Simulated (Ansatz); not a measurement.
Single-point calculation, with input and output: Ta

System: Ta (P-1, 4 atoms in the cell).
Method: DFT PBE, scalar-relativistic, plane waves, PAW, no spin polarisation (Ansatz 0.2.0).

The structure derives from an entry of the Crystallography Open Database. Figures and captions count atoms from 1; the log counts them from 0 in places.

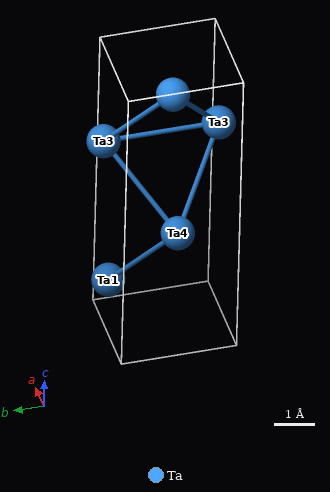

Fig. 1: The structure as given in the input (ball-and-stick view of the cell of the calculation, set on other vectors, seen at an oblique angle; atoms are numbered from 1 in the order of the input). Near neighbours in the crystal (not all of them lie inside the picture): Ta has 10 Ta at 2.56 to 2.99 Å; Ta has 12 Ta at 2.99 Å.

### Input
```yaml
crystal:
  lattice:
    - [-2.1115095939, -2.1115095939, 0.0]
    - [2.1115095939, -2.1115095939, 0.0]
    - [0.3519182657, -0.7038365313, 8.4460383756]
  atoms:
    - { symbol: Ta, position: [-0.0729166667, -0.21875, 0.875] }
    - { symbol: Ta, position: [0.4895833333, 0.46875, 0.125] }
    - { symbol: Ta, position: [-0.03125, -0.09375, 0.375] }
    - { symbol: Ta, position: [0.4479166667, 0.34375, 0.625] }
basis:
  ecutwfc: 420
kpoints:
  mp_grid: { grid: [15, 15, 5] }
hamiltonian:
  xc: pbe
scf:
  occupations: { method: gaussian, width: 0.15 }
output:
  forces: true
  stress: true
  eigenvalues: true
  write_density: true
  write_potential: true
  elf: true
  volumetric_format: npy
```

Run on 2 threads of Arm Neoverse V1, 24 GiB of memory available, shared host.

Launch command:
```bash
ansatz run input.yaml --threads 2 --pin off --max-ram 4096MiB --backend cpu --events-out ev --progress --plain --runs-dir out
```

### Output
```
Engine: ansatz 0.2.0, aarch64-unknown-linux-gnu
Pseudopotentials: kind: paw
Pseudopotential: Ta, paw, valence charge 13, recommended cutoff 420 eV (normal), Ta.paw.azcp
Functional definition: PBE
  parameter kappa = 0.804
  parameter beta = 0.06672455060314922
  exchange = pbe_x(kappa = kappa, mu = beta*pi^2/3)
  correlation = pbe_c(beta = beta)
Crystal: 4 atoms, lattice volume = 75.313 Å³
Basis set: ecut = 420 eV, 1431 PW (Γ), exchange–correlation on 40×40×120 points (8 copies of the dense FFT grid, shifted against one another)
Bands: 32, of which v1, the nominal top of the filled ones, is band 26 counted from 1 (25 counted from 0)
Symmetry: 2 space group operations
Space group: P-1 (ITA 2), of the structure as read, at distance tolerance 4.2e-5 Å
k-points: 563 of 1125
Non-local potential: Ta, projectors of the file, l = 0: 3, l = 1: 2, l = 2: 2, l = 3: 1
PAW form: soft (Blöchl's): semilocal exchange-correlation on the pseudo side does not see the compensation charge
PAW one-centre angular grid: Ta, 590 points (default); XC on 64 Gauss nodes
Initial density: superposition of atomic densities (neutral atoms: chi_scale 0, normalization atom), corrected by the library's trained network
Initial wavefunctions: pseudopotential atomic-orbital guess
Functional: x = pbe(κ = 0.804, μ = 0.2195149727645171), c = pbe(β = 0.06672455060314922)
SCF iter   1: F=—  HF=-39727.551029 eV  |F-HF|=—  |Δ(HF+E_count)|=         —  Δρ=4.13e-3  dr2=2.42e-2  ethr=1.77e-3  ⟨swp⟩=4.2  Hψ=70798  notcnv=0
preconditioner: auto → Kerker (q_TF=auto, 2.565 Å⁻¹)  [metal: Δε(μ)=0.000 eV  Ē_g=3.913 eV  σ=0.150 eV  W_gap=0.00  n_scr=22 (ndim 8)  ℏωp=19.1 eV  f_vac=0.000  D(μ)=5.14/eV (n_scr^D=58)]
SCF iter   2: F=—  HF=-39727.549252 eV  |F-HF|=—  |Δ(HF+E_count)|=   1.78e-3  Δρ=2.46e-3  dr2=7.61e-3  ethr=4.65e-5  ⟨swp⟩=1.0  Hψ=22521  notcnv=0
SCF iter   3: F=—  HF=-39727.548352 eV  |F-HF|=—  |Δ(HF+E_count)|=   9.00e-4  Δρ=3.77e-4  dr2=8.29e-4  ethr=1.46e-5  ⟨swp⟩=2.0  Hψ=22235  notcnv=0
SCF iter   4: F=—  HF=-39727.548296 eV  |F-HF|=—  |Δ(HF+E_count)|=   5.58e-5  Δρ=1.73e-4  dr2=2.45e-5  ethr=1.59e-6  ⟨swp⟩=1.0  Hψ=17823  notcnv=0
SCF iter   5: F=—  HF=-39727.548272 eV  |F-HF|=—  |Δ(HF+E_count)|=   2.39e-5  Δρ=3.46e-5  dr2=3.25e-6  ethr=4.71e-8  ⟨swp⟩=2.0  Hψ=23831  notcnv=0
SCF iter   6: F=-39727.548272 eV  HF=-39727.548272 eV  |F-HF|=3.88e-8  |Δ(HF+E_count)|=   2.16e-7  Δρ=8.42e-6  dr2=7.79e-8  ethr=1.92e-10  ⟨swp⟩=8.8  Hψ=121685  notcnv=0
SCF 1 converged in 6 iterations: F = -39727.548272 eV  dr2 = 7.79e-8
  greatest PAW one-centre occupation: 0.999 electrons in one spin orbital (limit 2), on the Ta atom at site 1 (counted from 0), in its partial waves of l = 0
SCF converged after 6 iterations
Free energy (F): -39727.548272 eV
Harris-Foulkes:  -39727.548272 eV  (|F-HF|=3.88e-8)
Internal energy: -39727.490225 eV  (E = F + TS)
E sigma→0 (E₀):  -39727.519248 eV
Entropy (-TS):   -0.058046 eV (-14.512 meV/atom)
Fermi energy:    18.085634 eV
--- Per-component energies (eV) ---
  E_band       = -461.812186
  E_kinetic    = 1461.429467
  E_local      = -2327.179166  (includes V_loc(G=0)·N_el)
  E_nonlocal   = 58.792229
  E_hartree    = 805.285212
  E_xc         = -872.535066
  E_vxc        = -814.435907  (∫ρ·V_xc dr)
  E_paw        = -33586.006059  (= ΣΔE_a)
  E_vpaw       = -450.988165  (= ΣTr[D̂ρ^β])
  E_aug_tail   = 0.000631  (compensation charges beyond the density's cutoff)
  E_ewald      = -5267.277475
  E_smearing   = -0.058046  (= −TS)
  E_closure    = 0.000000  (closes the sum)
  Σ components = -39727.548272   (vs F -39727.548272, Δ=0.00e0)
--- Forces (eV/Å), atoms counted from 1 ---
  atom   1  Ta     0.44200149    -1.39533423    -0.86065620
  atom   2  Ta    -0.44200149     1.39533423     0.86065620
  atom   3  Ta     0.02734539    -0.18764363     0.12167379
  atom   4  Ta    -0.02734539     0.18764363    -0.12167379
  max |Σ_I F_I| component: 0.00e0 eV/Å
--- Stress (GPa, compression-positive) ---
       -0.865990       1.370135      -2.205957
        1.370134      -0.390358       3.977156
       -2.205957       3.977157       7.067199
  P = ⅓ Tr σ = 1.9370 GPa (19.370 kbar)
--- Band table (eV; the first three rows and the last of 563) ---
  k-point 0: bands = ["-49.5347", "-49.4761", "-49.3062", "-49.1806", "-16.5413", "-16.1129", "-15.9523", "-15.8765", "-15.8599", "-15.7229", "-15.6764", "-15.6221", "-15.5399", "-15.4848", "-15.4103", "-15.1502", "10.0114", "12.7282", "12.7907", "13.7272", "14.8591", "15.8515", "16.4103", "17.8084", "18.0675", "18.7199", "18.8870", "18.9871", "20.2039", "20.2154", "20.6666", "21.0228"]
  k-point 1: bands = ["-49.5342", "-49.4768", "-49.3057", "-49.1807", "-16.5193", "-16.2022", "-15.8792", "-15.8763", "-15.8502", "-15.7177", "-15.6984", "-15.5988", "-15.5546", "-15.4762", "-15.4169", "-15.1600", "10.1456", "11.9391", "13.4258", "13.7609", "14.9019", "15.6805", "16.6029", "17.8233", "18.1485", "18.5789", "18.9433", "19.3282", "19.7272", "20.1792", "20.6590", "21.1096"]
  k-point 2: bands = ["-49.5335", "-49.4779", "-49.3050", "-49.1810", "-16.4610", "-16.3210", "-15.8812", "-15.8470", "-15.7948", "-15.7219", "-15.6957", "-15.5921", "-15.5619", "-15.4663", "-15.4301", "-15.1768", "10.5355", "11.1644", "13.7359", "13.8409", "15.0016", "15.4530", "16.8770", "17.7344", "18.3822", "18.7930", "19.0206", "19.1805", "19.7791", "20.0143", "20.1788", "20.8261"]
  k-point 562: bands = ["-49.4749", "-49.4690", "-49.2499", "-49.1818", "-16.5805", "-16.4785", "-16.2637", "-16.2500", "-15.9656", "-15.8406", "-15.7490", "-15.7317", "-15.5966", "-15.5499", "-15.4829", "-15.2693", "13.5972", "13.7921", "14.2938", "14.9860", "16.4667", "16.8616", "17.1446", "17.3460", "17.6508", "17.7348", "18.1648", "18.7100", "18.9249", "19.0139", "19.7754", "19.9811"]
```

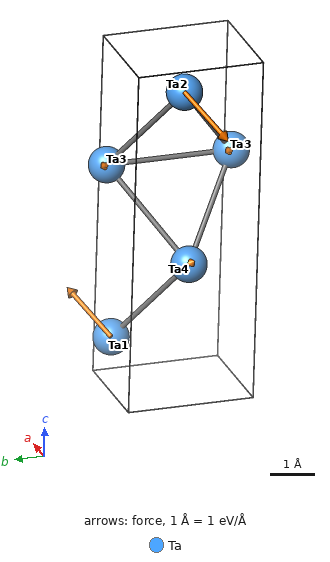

Fig. 2: Forces on the atoms as orange arrows (ball-and-stick view of the cell of the calculation, set on other vectors, seen at an oblique angle; atoms are numbered from 1 in the order of the input). The largest act on Ta1, Ta2 (1.70 eV/Å). The geometry is not a stationary point of this energy.

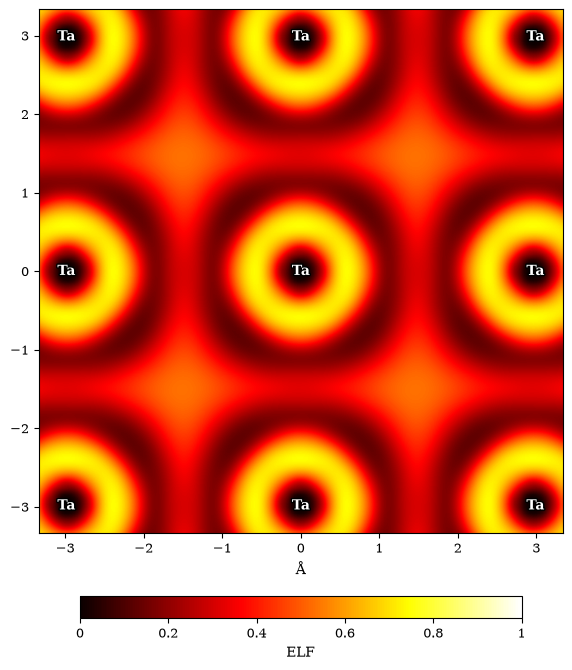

Fig. 3: ELF on the (001) plane of the conventional cell. The section cuts through Ta sites. The strong features right at Ta lie inside the PAW spheres (semicore, d or f shells) and say nothing about bonding. In a PAW calculation such maps are meaningful between the atoms, not at the nuclei.

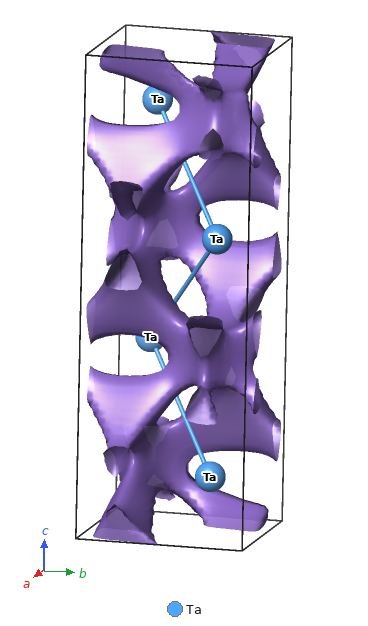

Fig. 4: Isosurface of the electron localisation function at 0.4 (purple), seen slightly off an axis. Only the valence region is drawn (cores and ρ < 0.01 e/Å³ removed). Sticks mark near contacts. The outline is the cell set on symmetry axes. The ELF exceeds this value in one network that runs through the whole crystal, counted in one cell of 4 atoms. Profiles from the grid: Ta–Ta (2.56 Å): the ELF is about 0.30 at the midpoint; no localised pair between them.

### Summary

```tsv
quantity	value
outcome	converged
space group (tolerance 0.01 Å)	P-1 (2)
electrons treated	52
free energy	−39727.5483 eV
Fermi energy	18.086 eV
gap on the k-point mesh	none (metallic)
pressure	1.94 GPa
largest force (length of the vector)	1.698 eV/Å
wall time	36 s (CPU time 71 s)
peak memory	1 GiB
```

### Remarks

Spin–orbit coupling is left out, which matters for Ta.
